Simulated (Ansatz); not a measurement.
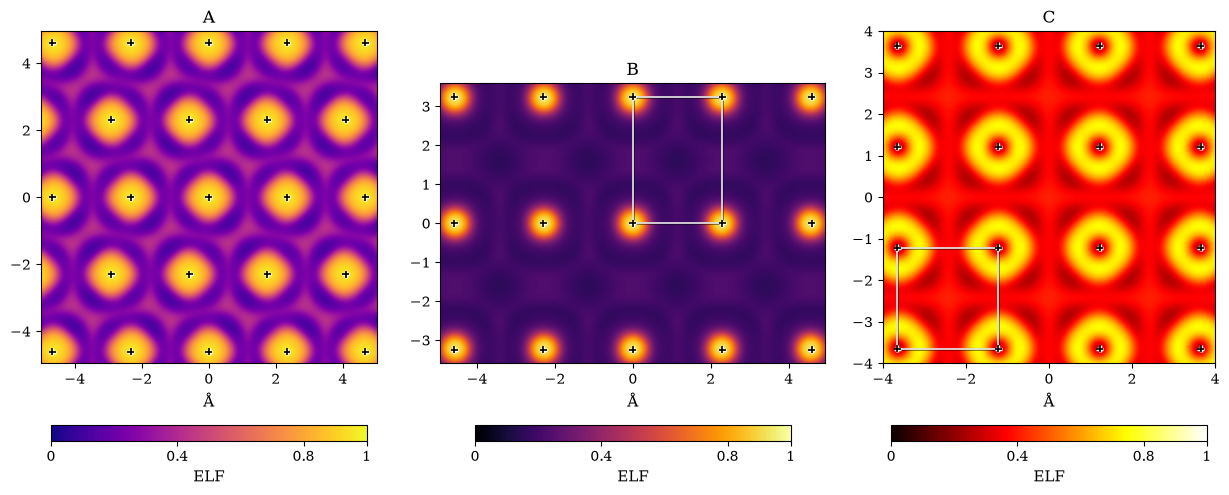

The electron localisation function of 3 systems, each on a plane through atoms (crosses mark nuclei in the plane).

These are results of DFT, LDA (PW92), plane waves (420 eV) with PAW, scalar-relativistic in Ansatz 0.2.0, not measurements.

System 1: Cu, the (011) plane of the conventional cell. Space group Pm-3m; set up as Cu, simple cubic; a generated structure, not necessarily the stable one; changed on purpose from its base cell (volume × 0.96); computed pressure about 6 GPa in this cell; computed without spin polarisation.

System 2: Cr, the (011̄) plane of the conventional cell. Space group Fddd; set up as Cr, beta-Sn type; a generated structure, not necessarily the stable one; changed on purpose from its base cell (volume × 1.0); the program warned that a starting moment wasn't kept; spin-polarised, but the moments vanished.

```yaml
crystal:
  lattice:
    - [-0.00007, -0.00007, 2.33275]
    - [-3.39996, 3.39996, 0.00000]
    - [-5.56079, -5.56079, 0.00025]
  atoms:
    - { symbol: Cr, position: [0.25000, 0.25000, 0.75000] }
    - { symbol: Cr, position: [0.75000, 0.75000, 0.75000] }
    - { symbol: Cr, position: [0.25000, 0.75000, 0.25000] }
    - { symbol: Cr, position: [0.75000, 0.25000, 0.25000] }
    - { symbol: Cr, position: [0.00000, 0.00002, 0.50000] }
    - { symbol: Cr, position: [0.50000, 0.50002, 0.50000] }
    - { symbol: Cr, position: [0.00000, 0.50002, 0.00000] }
    - { symbol: Cr, position: [0.50000, 0.00002, 0.00000] }
```

System 3: Re, the (010) plane of the conventional cell. Space group Pm-3m; set up as Re, simple cubic; a generated structure, not necessarily the stable one; changed on purpose from its base cell (volume × 0.88); computed pressure about 49 GPa in this cell; computed without spin polarisation.

```cif
data_structure
_symmetry_space_group_name_H-M 'P 1'
_symmetry_Int_Tables_number 1
_cell_length_a 2.4336
_cell_length_b 2.4336
_cell_length_c 2.4336
_cell_angle_alpha 90.000
_cell_angle_beta 90.000
_cell_angle_gamma 90.000
_cell_volume 14.41
loop_
_atom_site_label
_atom_site_type_symbol
_atom_site_fract_x
_atom_site_fract_y
_atom_site_fract_z
_atom_site_occupancy
Re1 Re 0.00000 0.00000 0.00000 1
```

Which map belongs to which system?

Answer. Panel A is system 2, Cr: the plane holds Cr. Cr–Cr (2.33 Å): the ELF is about 0.25 at the midpoint: no localised pair shows between them. Panel B is system 1, Cu: the plane holds Cu. Cu–Cu (2.30 Å): the ELF is about 0.20 at the midpoint; no localised pair shows between them. Panel C is system 3, Re: the plane holds Re. Re–Re (2.43 Å): the ELF is about 0.35 at the midpoint.
